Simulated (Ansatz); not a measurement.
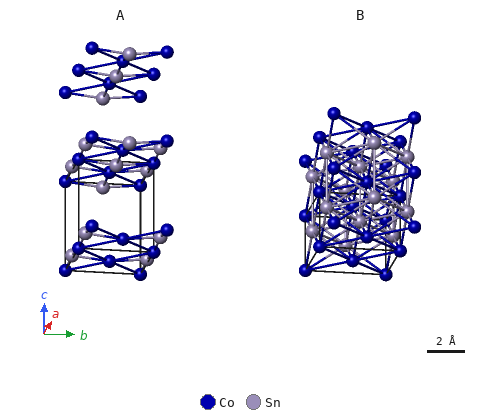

Two geometries of solid CoSn (a generated structure, set up in P4/nmm) (coarse preliminary run), drawn at one scale. One is the start of a relaxation, the other its converged end. The picture is a ball-and-stick view of the cell of the calculation, repeated 2 × 1 × 2 with one cell outlined, seen from a free direction.

Computed with Ansatz, DFT PBE, scalar-relativistic, plane waves, PAW. (plane-wave cutoff 420 eV; k-point mesh 4 × 4 × 4; occupations gaussian; smearing width 0.1 eV; collinear spin; cell and atoms relaxed; force threshold 0.04 eV/Å; at most 70 steps)

Q: Which of the two is the end point?

A: Structure B is the relaxed one. The energy falls by 10.699 eV per cell of the calculation in 17 accepted moves (18 points after the start). The largest force component goes from 3.6 to 0.01 eV/Å. Pressure: 68.84 GPa at the start and 0.21 GPa at the end. At 1 point the geometry stayed and the basis and grid were re-selected for the new cell (energy shift of 3.5 meV per cell of the calculation at most each time). The largest moves relative to the cell, 1.41 Å, are those of Sn atoms. Co stays in place. Cell: a = b 4.154 → 4.458 Å (+7.3 %), c 5.075 → 3.116 Å (−38.6 %). Volume −29.3 %. Among the contacts that change: Co–Sn 5.273 → 2.722 Å, Sn–Sn 5.474 → 3.152 Å, Sn–Sn 5.075 → 3.116 Å, Co–Sn 2.090 → 2.718 Å. Among the angles between lasting bonds that change: Sn–Co–Sn 167.5° → 110.2°, Co–Sn–Co 167.5° → 110.2°, Sn–Co–Sn 90.7° → 109.1°. The space group (tolerance 0.01 Å) goes from P4/nmm (No. 129) to P4/mmm (No. 123). The program noted that the starting moments weren't kept. The run may lie on a higher electronic state than the lowest, so the end point isn't shown to be the ground-state structure. The run took 20 min on 1 thread of Intel(R) Xeon(R) Processor @ 2.50GHz (Skylake/Cascade Lake), on a shared host, peak memory 0.43 GiB.

Limits of the set-up: the k-point mesh is coarse for a cell with partly filled bands.
